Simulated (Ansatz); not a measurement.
Band-structure calculation, with input and output: MoSi2

- system: MoSi2 (3 atoms in the cell)
- method: DFT, PBE, all-electron LAPW, scalar-relativistic, no spin polarisation (Ansatz 0.2.0)

The structure derives from an entry of the Crystallography Open Database. It belongs to a series of runs on one base structure; here: zz strain of +2 %. Figures and captions count atoms from 1; the log counts them from 0 in places.

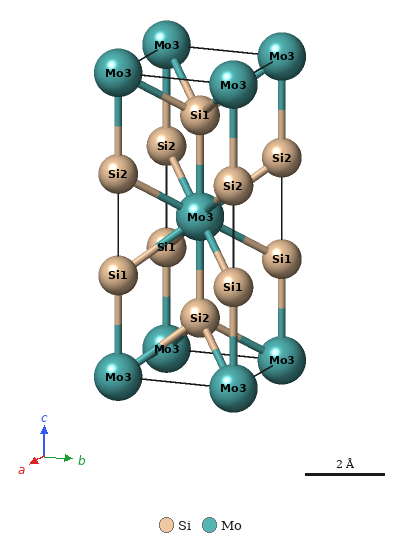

The input geometry (ball-and-stick view of the cell 2 times as large as that of the calculation, set on its symmetry axes, seen slightly off an axis; atoms are numbered from 1 in the order of the input).

## Input
```yaml
crystal:
  lattice:
    - [-1.6, 1.6, 4.00911]
    - [1.6, -1.6, 4.00911]
    - [1.6, 1.6, -4.00911]
  atoms:
    - { symbol: Si, position: [0.333, 0.333, 0.0] }
    - { symbol: Si, position: [0.667, 0.667, 0.0] }
    - { symbol: Mo, position: [0.0, 0.0, 0.0] }
kpoints:
  mp_grid: { grid: [12, 12, 16] }
  band_path:
    path:
      - [0.0, 0.0, 0.0]
      - [0.0, 0.0, 0.5]
      - [0.25, 0.25, 0.25]
      - [0.0, 0.5, 0.0]
      - [0.0, 0.0, 0.0]
      - [0.5, 0.5, -0.5]
      - [0.2898184206, 0.7101815794, -0.2898184206]
      - [-0.2898184206, 0.2898184206, 0.2898184206]
      - [0.0, 0.0, 0.0]
    npoints: 5
scf:
  occupations: { method: fermi_dirac, width: 0.03 }
hamiltonian:
  xc: pbe
  pseudopotentials: { kind: all_electron, lapw: { basis_error: 0.001 } }
output:
  forces: true
  stress: true
  eigenvalues: true
```

Run on 1 thread of Intel Xeon (Sapphire Rapids), 64 GiB of memory available, shared host.

Launch command:
```bash
ansatz run input.yaml --threads 1 --pin off --max-ram 6144MiB --backend cpu --events-out ev --progress --plain --runs-dir out
```

## What the program printed
```
Warning: crystal.symmetry: narrowed to the stabiliser of the k-point mesh — unitary ops 16 → 4; excluded 12 operations that carry a point of the 12×12×16 mesh (shift [0, 0, 0]) off the mesh (the run samples exactly the mesh kpoints.mp_grid names, as under crystal.symmetry.detect: false, and its converged state has the mesh's symmetry, not the crystal's; ε∞, the Born charges and the force constants of a linear response (`dielectric:` by the response, `phonons.method: dfpt`) are averaged over those of the crystal's operations that the state keeps within a tolerance, where `mesh_tensors`, `unaveraged_element` or `gamma_mean_max_change_ev_ang2` stands beside them; a row that `dielectric.field_direction` solves alone is averaged likewise, with nothing beside; a Γ-centred mesh of equal divisions is mapped onto itself by every operation and keeps the whole group, as does a half-shifted one under kpoints.further_shifts: images)
LAPW: plane waves up to 7.605 Å⁻¹, error target 1.0e-3 eV per atom; small_component_spin mean_spin; Si in spheres of 1.174 Å, 12 of its electrons in bands, Dirac shells []; Mo in spheres of 1.455 Å, 24 of its electrons in bands, Dirac shells [] (how accurate: hamiltonian.pseudopotentials.lapw.basis_error, Limitations)
Engine: ansatz 0.2.0, x86_64-unknown-linux-gnu
Pseudopotentials: kind: all_electron
Pseudopotential: Si, LAPW, valence charge 12, lapw/all_electron/scalar/gaussian/Si, Koelling and Harmon's equation, gaussian nucleus
Pseudopotential: Mo, LAPW, valence charge 24, lapw/all_electron/scalar/gaussian/Mo, Koelling and Harmon's equation, gaussian nucleus
Functional definition: PBE
  parameter kappa = 0.804
  parameter beta = 0.06672455060314922
  exchange = pbe_x(kappa = kappa, mu = beta*pi^2/3)
  correlation = pbe_c(beta = beta)
Crystal: 3 atoms, lattice volume = 41.053 Å³
Basis set: ecut = 220.33530738108644 eV, 309 PW (Γ), FFT grids on a1+a3, a2+a3, a3, exchange–correlation at level 2
Bands: 29, of which v1, the nominal top of the filled ones, is band 24 counted from 1 (23 counted from 0)
Symmetry: 4 space group operations
k-points: 632 of 2304
Non-local potential: Si, projectors of the file, none
Non-local potential: Mo, projectors of the file, none
Initial density: superposition of atomic densities (chi_scale 0.1, normalization cell, long waves kept (reshape's long-wave potential 0.00 eV rms))
Initial wavefunctions: plane waves of lowest kinetic energy (no species holds an atomic orbital)
Functional: x = pbe(κ = 0.804, μ = 0.2195149727645171), c = pbe(β = 0.06672455060314922)
iter 1 solved again at ethr=1.82e-3 eV; its pass at ethr=1.00e-1 eV (dr2=8.72e-1 eV) is discarded
SCF iter   1: F=—  HF=-125964.691359 eV  |F-HF|=—  |Δ(HF+E_count)|=         —  Δρ=4.22e-2  dr2=8.74e-1  ethr=1.82e-3  ⟨swp⟩=2.0  Hψ=121665  notcnv=0
preconditioner: auto → Kerker (q_TF=auto, 2.800 Å⁻¹)  [metal: Δε(μ)=0.009 eV  Ē_g=8.385 eV  σ=0.030 eV  W_gap=0.07  n_scr=14 (ndim 8)  ℏωp=21.7 eV  f_vac=0.000  D(μ)=0.71/eV (n_scr^D=2)]
SCF iter   2: F=—  HF=-125964.155946 eV  |F-HF|=—  |Δ(HF+E_count)|=   5.35e-1  Δρ=3.00e-2  dr2=7.83e-1  ethr=1.82e-3  ⟨swp⟩=3.0  Hψ=58374  notcnv=0  defer=1
iter 3 solved again at ethr=1.53e-4 eV; its pass at ethr=1.63e-3 eV (dr2=7.32e-2 eV) is discarded
SCF iter   3: F=—  HF=-125963.865644 eV  |F-HF|=—  |Δ(HF+E_count)|=   2.90e-1  Δρ=1.40e-2  dr2=7.30e-2  ethr=1.53e-4  ⟨swp⟩=2.0  Hψ=90826  notcnv=0
SCF iter   4: F=—  HF=-125963.843546 eV  |F-HF|=—  |Δ(HF+E_count)|=         —  Δρ=4.02e-3  dr2=1.34e-2  ethr=1.52e-4  ⟨swp⟩=2.0  Hψ=52444  notcnv=0
the basis was enlarged: its passes take 403.4 KiB over the memory plan, 1 of 1 planned eigensolver slots
SCF iter   5: F=—  HF=-125963.842839 eV  |F-HF|=—  |Δ(HF+E_count)|=   7.07e-4  Δρ=2.26e-3  dr2=3.57e-3  ethr=2.79e-5  ⟨swp⟩=2.1  Hψ=55064  notcnv=0  defer=1
SCF iter   6: F=—  HF=-125963.840967 eV  |F-HF|=—  |Δ(HF+E_count)|=   1.87e-3  Δρ=1.16e-3  dr2=9.68e-4  ethr=7.45e-6  ⟨swp⟩=2.0  Hψ=51922  notcnv=0
SCF iter   7: F=—  HF=-125963.840342 eV  |F-HF|=—  |Δ(HF+E_count)|=   6.25e-4  Δρ=2.78e-4  dr2=5.70e-5  ethr=2.02e-6  ⟨swp⟩=2.0  Hψ=51914  notcnv=0
SCF iter   8: F=—  HF=-125963.840309 eV  |F-HF|=—  |Δ(HF+E_count)|=   3.31e-5  Δρ=4.51e-5  dr2=1.55e-6  ethr=1.19e-7  ⟨swp⟩=2.0  Hψ=51912  notcnv=0
SCF iter   9: F=—  HF=-125963.840309 eV  |F-HF|=—  |Δ(HF+E_count)|=   2.85e-7  Δρ=1.65e-5  dr2=2.62e-7  ethr=3.23e-9  ⟨swp⟩=2.0  Hψ=51910  notcnv=0
SCF iter  10: F=-125963.840309 eV  HF=-125963.840309 eV  |F-HF|=2.41e-8  |Δ(HF+E_count)|=   5.07e-8  Δρ=4.09e-6  dr2=1.51e-8  ethr=5.46e-10  ⟨swp⟩=2.0  Hψ=51910  notcnv=0
SCF 1 converged in 10 iterations: F = -125963.840309 eV  dr2 = 1.51e-8
```

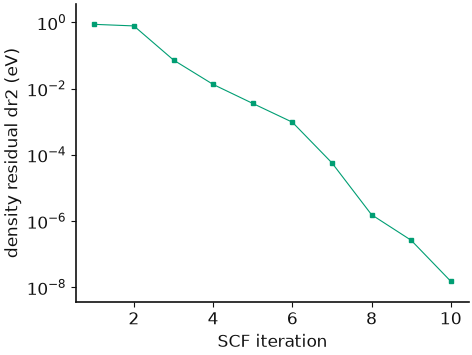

Convergence of the self-consistent field: density residual dr2 against the SCF iteration. The residual falls at every step.

```
NSCF: frozen V_eff on 41 k-points
SCF converged after 10 iterations
Free energy (F): -125963.840309 eV
Harris-Foulkes:  -125963.840309 eV  (|F-HF|=2.41e-8)
Internal energy: -125963.839516 eV  (E = F + TS)
E sigma→0 (E₀):  -125963.839912 eV
Entropy (-TS):   -0.000793 eV (-0.264 meV/atom)
Fermi energy:    17.784634 eV
--- Per-component energies (eV) ---
  E_band       = -3345.559203
  E_kinetic    = 130005.303360
  E_xc         = -4511.267858
  E_electrostatic = -251457.875018  (all electrons and nuclei)
  E_smearing   = -0.000793  (= −TS)
  E_closure    = 0.000000  (closes the sum)
  E_atoms      = -125940.636991  (free atoms, spherical and without spin; not in F)
  Σ components = -125963.840309   (vs F -125963.840309, Δ=0.00e0)
  Basis errors (estimates in eV, not in F): energy 3.2e-4 per atom: plane waves 2.8e-4 (1.5e-4 summed), levels above the bands 5.1e-72, relativity 2.7e-8, radial functions 4.3e-5, core shells 7.5e-7; eigenvalues (radial functions only) 1.6e-6; not estimated: angular momenta, meshes, grids; target (lapw.basis_error) 1.0e-3; muffin-tin radii Si 1.174 Å, Mo 1.455 Å
--- Forces (eV/Å), atoms counted from 1 ---
  atom   1  Si     0.00046029     0.00046029     0.32139309
  atom   2  Si    -0.00046029    -0.00046029    -0.32139309
  atom   3  Mo     0.00000000     0.00000000     0.00000000
  max |Σ_I F_I| component: 7.89e-31 eV/Å
--- Stress (GPa, compression-positive) ---
        0.803095       0.007812      -0.005287
        0.007812       0.803095      -0.005287
       -0.005287      -0.005287      -7.999539
  P = ⅓ Tr σ = -2.1311 GPa (-21.311 kbar)
--- Band table (eV; the first three rows and the last of 632) ---
  k-point 0: bands = ["-199.7074", "-199.6974", "-199.6782", "-199.6779", "-199.6777", "-116.7876", "-116.7859", "-72.8385", "-72.8385", "-72.8339", "-72.8339", "-72.8260", "-72.8202", "-43.0382", "-17.1980", "-17.0797", "-17.0791", "4.3967", "11.4744", "13.9779", "14.7694", "15.2075", "15.2077", "18.2214", "20.7897", "20.9152", "21.4395", "21.4397", "21.5722"]
  k-point 1: bands = ["-199.7074", "-199.6974", "-199.6782", "-199.6779", "-199.6777", "-116.7876", "-116.7860", "-72.8385", "-72.8383", "-72.8342", "-72.8339", "-72.8259", "-72.8202", "-43.0368", "-17.1960", "-17.0886", "-17.0878", "4.5170", "11.5847", "13.6555", "14.8047", "14.8929", "15.5579", "17.7867", "20.3764", "21.0918", "21.1769", "21.4828", "21.9024"]
  k-point 2: bands = ["-199.7074", "-199.6974", "-199.6782", "-199.6779", "-199.6777", "-116.7875", "-116.7860", "-72.8386", "-72.8379", "-72.8349", "-72.8339", "-72.8256", "-72.8203", "-43.0329", "-17.1905", "-17.1150", "-17.1110", "4.8717", "11.8860", "13.1495", "14.1678", "14.9148", "16.0463", "16.7832", "19.9111", "21.0808", "21.2549", "21.5683", "22.1299"]
  k-point 631: bands = ["-199.7074", "-199.6974", "-199.6782", "-199.6779", "-199.6777", "-116.7874", "-116.7862", "-72.8387", "-72.8387", "-72.8337", "-72.8337", "-72.8231", "-72.8230", "-43.0377", "-17.2178", "-17.0809", "-17.0804", "6.0855", "7.8414", "14.3379", "15.5062", "17.1386", "17.1389", "17.3195", "17.3195", "18.3356", "21.9147", "22.5736", "23.5362"]
```

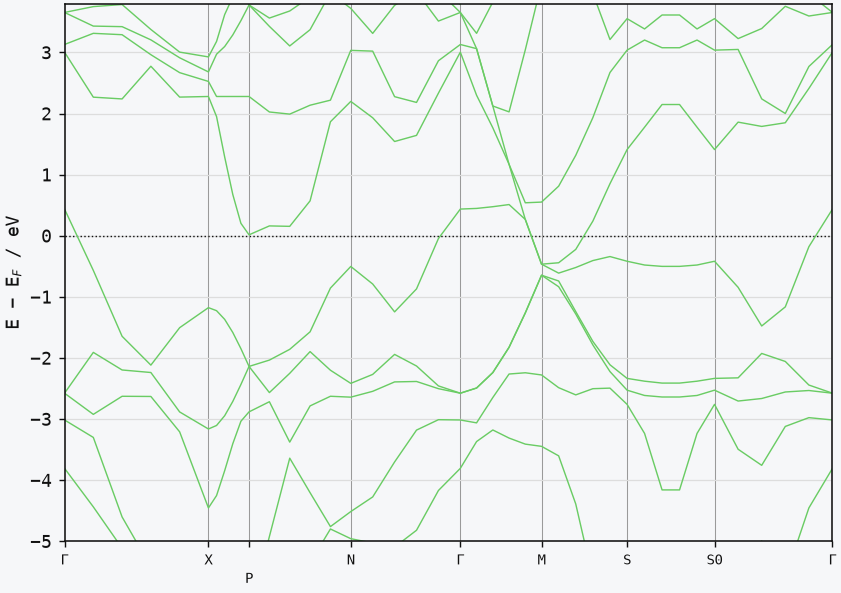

Band structure along Γ–X–P–N–Γ–M–S–S0–Γ, with energies from the Fermi level. Bands cross the Fermi level: a metal at this level of theory.

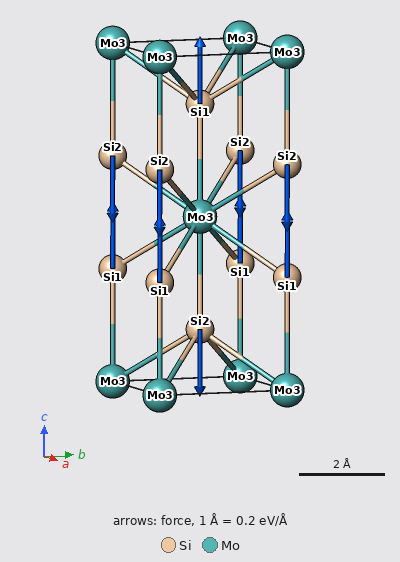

Forces on the atoms as blue arrows (ball-and-stick view of the cell 2 times as large as that of the calculation, set on its symmetry axes, seen slightly off an axis; atoms are numbered from 1 in the order of the input). The largest act on Si1, Si2 (0.32 eV/Å). The geometry is not a stationary point of this energy.

## Key numbers

```json
{"quantity": "outcome", "value": "converged"}
{"quantity": "space group (tolerance 0.01 Å)", "value": "I4/mmm (139)"}
{"quantity": "electrons in bands (core shells apart)", "value": "48"}
{"quantity": "free energy", "value": "−125963.8403 eV"}
{"quantity": "Fermi energy", "value": "17.785 eV"}
{"quantity": "pressure", "value": "−2.13 GPa"}
{"quantity": "electronic character", "value": "metal"}
{"quantity": "largest force (length of the vector)", "value": "0.321 eV/Å"}
{"quantity": "wall time", "value": "2 min"}
{"quantity": "peak memory", "value": "1.7 GiB"}
```

## Remarks

The program warns: the k-point mesh lowers the symmetry that the run can use.
